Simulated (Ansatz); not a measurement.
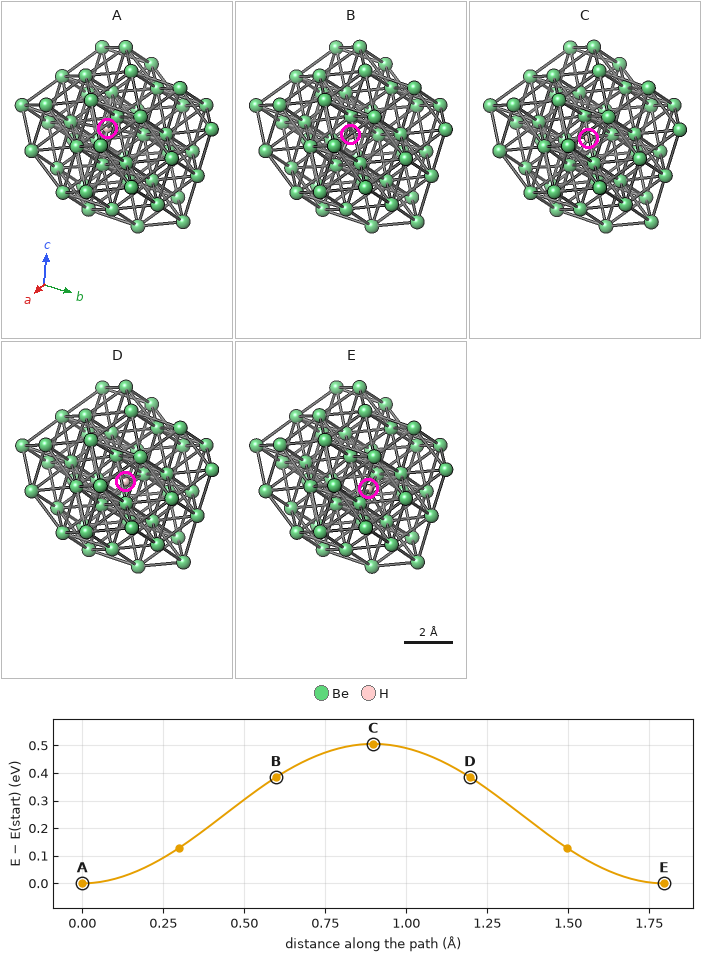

A search for the minimum-energy path of a defect cell of composition Be32H (33 atoms in the cell) by the nudged elastic band. Images are numbered from 0 (start) to 6 (end). Frames A to E are images 0, 2, 3, 4, 6. The picture is a ball-and-stick view of the atoms within 4.5 Å of the middle of the path, seen slightly off an axis. The moving atom is ringed, with any periodic copies. Bonds to atoms that aren't drawn are left out.

All numbers below come from DFT PBE, scalar-relativistic, plane waves, PAW (Ansatz 0.2.0). Set-up: plane-wave cutoff 420 eV; k-point mesh 4 × 4 × 4; Gaussian smearing 0.1 eV; 5 movable images; climbing image.

> What happens along the path, and what is the barrier?

The H atom travels furthest, 1.78 Å from end to end, along [1 1 0], on a straight line. At the highest image its nearest neighbour (Be) is 1.40 Å away, against 1.63 Å at the start, and the surrounding atoms stand up to 0.06 Å off the mean of their end positions. The two ends have the same energy, and the highest point, image 3, lies 0.51 eV above the start. The band is converged.

Limits of the set-up: the periodic images lie only 7.0 Å apart, so the values are limited by the cell's size.
